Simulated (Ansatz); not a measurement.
# Calculations on CsI and related structures

Part 1: Relaxation

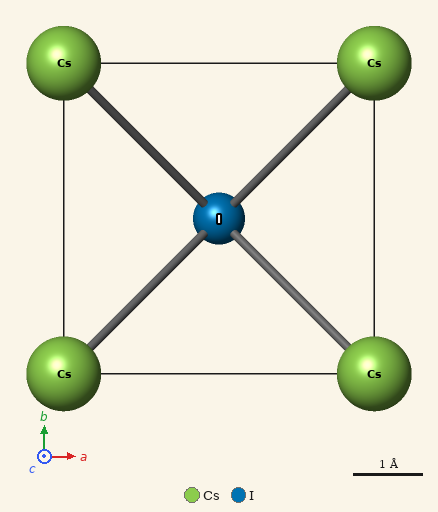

Solid CsI (set up in Pm-3m), before the relaxation. The picture is a ball-and-stick view of the cell of the calculation, seen along the c axis.

Theory: DFT PBEsol, scalar-relativistic, plane waves, PAW in Ansatz.

Input
```yaml
crystal:
  lattice:
    - [4.5667, 0.0, 0.0]
    - [0.0, 4.5667, 0.0]
    - [0.0, 0.0, 4.5667]
  atoms:
    - { symbol: Cs, position: [0.0, 0.0, 0.0] }
    - { symbol: I, position: [0.5, 0.5, 0.5] }
basis:
  ecutwfc: 420
kpoints:
  mp_grid: { grid: [6, 6, 6] }
hamiltonian:
  xc: pbesol
scf:
  occupations: { method: gaussian, width: 0.02 }
output:
  forces: true
  stress: true
  eigenvalues: true
relax:
  adjacent_minimum: "off"
  f_tol: 0.005
  max_steps: 80
  cell: { stress_tol: 0.05 }
```

Launched with:
```bash
ansatz run input.yaml --threads 4 --pin off --max-ram 9216MiB --backend cpu --events-out ev --progress --plain --runs-dir out
```

> Where does the relaxation end?

The energy falls by 2.7 meV per atom in 2 accepted moves (3 points after the start). All forces vanish by symmetry, so only the cell relaxes. Pressure: −0.45 GPa at the start and 0.03 GPa at the end. The SCF was repeated once at an unchanged geometry on a basis and grid sized afresh for the cell, which shifted the energy by 0.1 meV per atom at most. The atoms keep their places relative to the cell (all moves are under 0.005 Å). The drawn cell changes as follows: a = b = c 4.567 → 4.503 Å (−1.4 %); the volume changes by −4.1 %. Some distances before and after: Cs1–I2 3.955 → 3.900 Å. The space group stays Pm-3m (No. 221).

After the run, drawn alike:

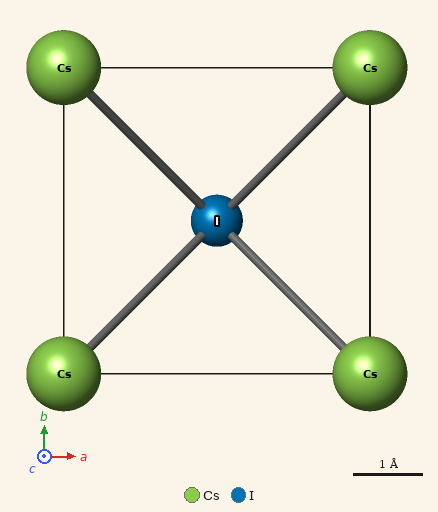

Part 2: Relaxation

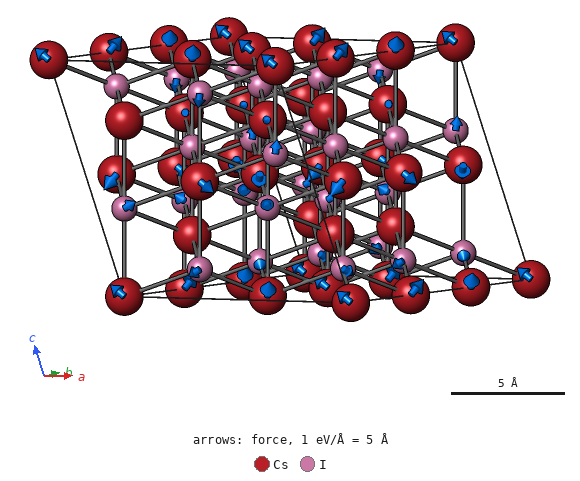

Starting geometry of a defect cell of composition Cs11I12 (cell charge −1) with the computed forces as blue arrows. A ball-and-stick model of the conventional cell (2 times the calculation's cell), seen from a free direction. Lengths and directions refer to the drawn axes.

Case: Cs vacancy, atoms relaxed.

Computed with DFT PBEsol, scalar-relativistic, plane waves, PAW (Ansatz 0.2.0).

Input
```yaml
crystal:
  lattice:
    - [-4.5033237172, 4.5033237172, 9.0066474345]
    - [-9.0066474345, -4.5033237172, 4.5033237172]
    - [4.5033237172, -4.5033237172, 9.0066474345]
  atoms:
    - { symbol: Cs, position: [0.5, 0.0, 0.5] }
    - { symbol: Cs, position: [0.75, 0.0, 0.75] }
    - { symbol: Cs, position: [0.0, 0.0, 0.0] }
    - { symbol: Cs, position: [0.9166666667, 0.6666666667, 0.25] }
    - { symbol: Cs, position: [0.1666666667, 0.6666666667, 0.5] }
    - { symbol: Cs, position: [0.4166666667, 0.6666666667, 0.75] }
    - { symbol: Cs, position: [0.6666666667, 0.6666666667, 0.0] }
    - { symbol: Cs, position: [0.5833333333, 0.3333333333, 0.25] }
    - { symbol: Cs, position: [0.8333333333, 0.3333333333, 0.5] }
    - { symbol: Cs, position: [0.0833333333, 0.3333333333, 0.75] }
    - { symbol: Cs, position: [0.3333333333, 0.3333333333, 0.0] }
    - { symbol: I, position: [0.9583333333, 0.3333333333, 0.125] }
    - { symbol: I, position: [0.2083333333, 0.3333333333, 0.375] }
    - { symbol: I, position: [0.4583333333, 0.3333333333, 0.625] }
    - { symbol: I, position: [0.7083333333, 0.3333333333, 0.875] }
    - { symbol: I, position: [0.625, 0.0, 0.125] }
    - { symbol: I, position: [0.875, 0.0, 0.375] }
    - { symbol: I, position: [0.125, 0.0, 0.625] }
    - { symbol: I, position: [0.375, 1.0, 0.875] }
    - { symbol: I, position: [0.2916666667, 0.6666666667, 0.125] }
    - { symbol: I, position: [0.5416666667, 0.6666666667, 0.375] }
    - { symbol: I, position: [0.7916666667, 0.6666666667, 0.625] }
    - { symbol: I, position: [0.0416666667, 0.6666666667, 0.875] }
total_charge: -1
basis:
  ecutwfc: 420
kpoints:
  mp_grid: { grid: [2, 2, 2] }
hamiltonian:
  xc: pbesol
scf:
  occupations: { method: gaussian, width: 0.05 }
output:
  forces: true
  stress: true
  eigenvalues: true
  write_density: true
  write_potential: true
  elf: true
  volumetric_format: npy
relax:
  adjacent_minimum: "off"
  f_tol: 0.02
  max_steps: 50
```

Run as
```bash
ansatz run input.yaml --threads 4 --pin off --max-ram 9216MiB --backend cpu --events-out ev --progress --plain --runs-dir out
```

> What follows when this structure is relaxed?

It isn't relaxed: the largest force vector, on Cs atoms, is 0.20 eV/Å. The atoms end up moving mostly along the starting forces (cosine between the two patterns 0.95). The largest moves, 0.22 Å, are those of Cs1 and Cs3. Cs3 goes along [−1 0 1]. By element the largest moves are Cs 0.22 Å, I 0.15 Å. The lattice vectors keep their values. Among the contacts that change: Cs1–I14 3.900 → 4.037 Å, Cs11–I15 3.900 → 4.025 Å, Cs11–I14 3.900 → 4.005 Å, Cs11–I19 3.900 → 3.820 Å. After 2 accepted moves (3 points after the start) the energy has fallen by 0.194 eV per cell of the calculation. The largest force component goes from 0.2 to 0.016 eV/Å. 1 step only repeated the SCF at the same geometry.

Limits of the set-up: the cell is charged, on a uniform background, and energies carry no finite-size correction.

Part 3: Path

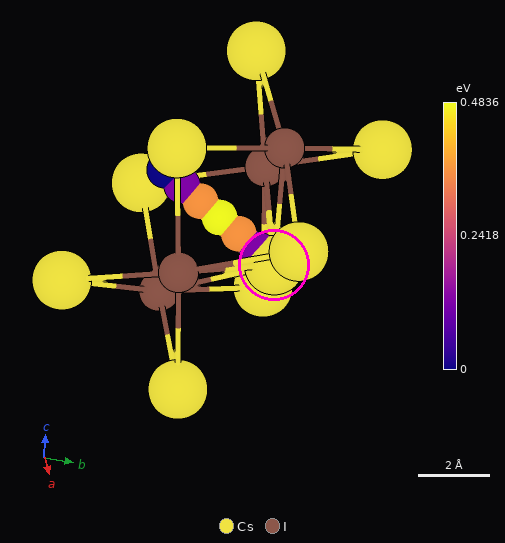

A search for the minimum-energy path of a defect cell of composition Cs$_{11}$I$_{12}$ (cell charge −1) with a Cs vacancy (23 atoms in the cell) by the nudged elastic band. Images are numbered from 0 (start) to 6 (end). The start is drawn whole; smaller spheres mark the moving atoms (Cs) in the later images, joined by lines and coloured by the energy of the image relative to the start. The picture is a ball-and-stick view of the atoms within 5.0 Å of the middle of the path, seen from a free direction. The moving atom is ringed, with any periodic copies. Bonds to atoms that aren't drawn are left out.

The calculation used Ansatz 0.2.0, DFT PBEsol, scalar-relativistic, plane waves, PAW. Settings: plane-wave cutoff 420 eV; k-point mesh 2 × 2 × 2; Gaussian smearing 0.05 eV; 5 movable images; no climbing image; force threshold 0.05 eV/Å; iteration limit 60.

Q: Describe the path and its energy.

A: It is a vacancy jump: a nearby atom moves into the empty site and leaves its own site empty. A Cs atom travels furthest, 4.08 Å from end to end, roughly along [−1 −3 2], on a straight line. At the highest image its nearest neighbour (I) is 3.51 Å away, against 3.82 Å at the start, and the surrounding atoms stand up to 0.23 Å off the mean of their end positions. The two ends have the same energy, and the highest point, image 3, lies 0.48 eV above the start. The band converged in 3 iterations. The largest component of the band force went from 0.54 to 0.034 eV/Å. No image climbed, so the highest image needn't lie on the saddle point, and the true maximum along this path can be higher.

Limits of the set-up: the cell is charged, on a uniform background, and energies carry no finite-size correction.

The run took roughly 21 core-minutes on a shared host.
